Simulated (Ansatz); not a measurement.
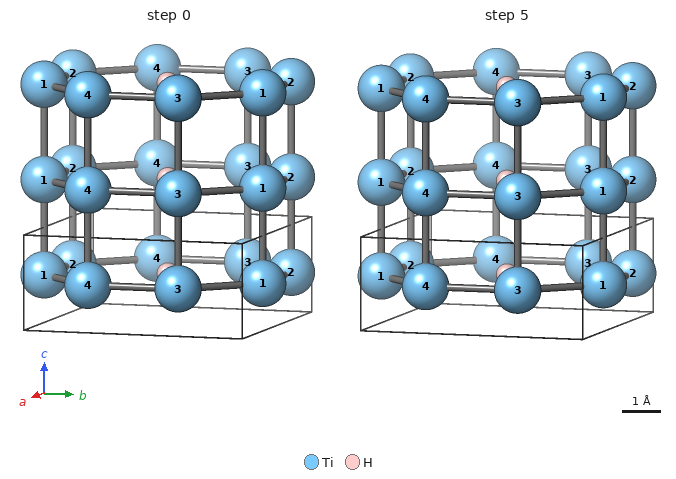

The structure of crystalline Ti₄H (a generated structure, set up in P4/mmm) before (left) and after (right) a relaxation, at one scale.

A ball-and-stick model of the cell of the calculation, repeated 1 × 1 × 3 with one cell outlined, seen slightly off an axis.

Method: Ansatz, DFT PBE, scalar-relativistic, plane waves, PAW. Set-up: plane-wave cutoff 420 eV; k-point mesh 6 × 6 × 14; occupations gaussian; smearing width 0.1 eV; collinear spin; cell and atoms relaxed; force threshold 0.01 eV/Å; at most 80 steps.

Q: Describe what moved and what it gained.

A: The largest moves relative to the cell, 0.005 Å, are those of Ti atoms. H stays in place. Cell: a = b 6.149 → 6.250 Å (+1.6 %), c 2.575 → 2.533 Å (−1.6 %). Volume +1.6 %. Near-neighbour distances that change, for instance: Ti–Ti 2.539 → 2.589 Å, Ti–Ti 2.575 → 2.533 Å. The space group stays P4/mmm (No. 123). After 4 accepted moves (5 points after the start) the energy has fallen by 14.0 meV per cell of the calculation. Largest force component: 0.018 eV/Å at the start, 0.00051 eV/Å at the end. The pressure goes from 0.15 to 0.00 GPa. The SCF was repeated once at an unchanged geometry on a basis and grid sized afresh for the cell, which shifted the energy by 0.3 meV per cell of the calculation at most. The run took 6.2 min on 1 thread of Intel(R) Xeon(R) Processor @ 2.70GHz, on a shared host, peak memory 0.67 GiB.
